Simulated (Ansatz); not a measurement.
Consider TiO2 (slab).

```yaml
crystal:
  lattice:
    - [2.96388, 0.00000, 0.00000]
    - [0.00000, 4.64328, 0.00000]
    - [0.00000, 0.00000, 26.09624]
  atoms:
    - { symbol: O, position: [0.50000, 0.12415, 0.28532] }
    - { symbol: Ti, position: [0.00000, 0.02237, 0.32350] }
    - { symbol: O, position: [0.50000, 0.76469, 0.35442] }
    - { symbol: O, position: [0.00000, 0.28705, 0.37621] }
    - { symbol: Ti, position: [0.50000, 0.51108, 0.41004] }
    - { symbol: O, position: [0.00000, 0.69187, 0.44455] }
    - { symbol: O, position: [0.50000, 0.19298, 0.46560] }
    - { symbol: Ti, position: [0.00000, 0.00000, 0.50000] }
    - { symbol: O, position: [0.50000, 0.80702, 0.53440] }
    - { symbol: O, position: [0.00000, 0.30813, 0.55545] }
    - { symbol: Ti, position: [0.50000, 0.48892, 0.58996] }
    - { symbol: O, position: [0.00000, 0.71295, 0.62379] }
    - { symbol: O, position: [0.50000, 0.23531, 0.64558] }
    - { symbol: Ti, position: [0.00000, 0.97763, 0.67650] }
    - { symbol: O, position: [0.50000, 0.87585, 0.71468] }
```

Computed without spin polarisation.

All numbers below come from DFT PBE, scalar-relativistic, plane waves, PAW (Ansatz).

> Predict the valence pseudo-density and electron localisation function between the atoms.

Ti–O (1.84 Å): ρ at the midpoint is about 0.94 e/Å³; the ELF peaks at about 0.80 in the valence shell of O, 0.6 Å from its nucleus, and is about 0.25 at the midpoint: no localised pair shows between them.
Ti–O (2.03 Å): ρ is about 0.56 e/Å³ halfway; the ELF peaks at about 0.85 in the valence shell of O, 0.6 Å from its nucleus, and is about 0.20 at the midpoint (no localised pair shows between them).

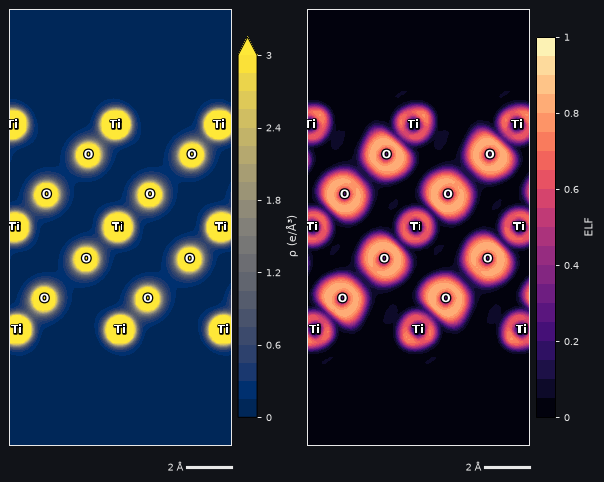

Computed valence pseudo-density and electron localisation function on the (100) plane of the calculation cell, a cut from vacuum to vacuum, in this order. 

Core electrons are frozen (PAW), and the valence fields are smoothed inside the atomic spheres.
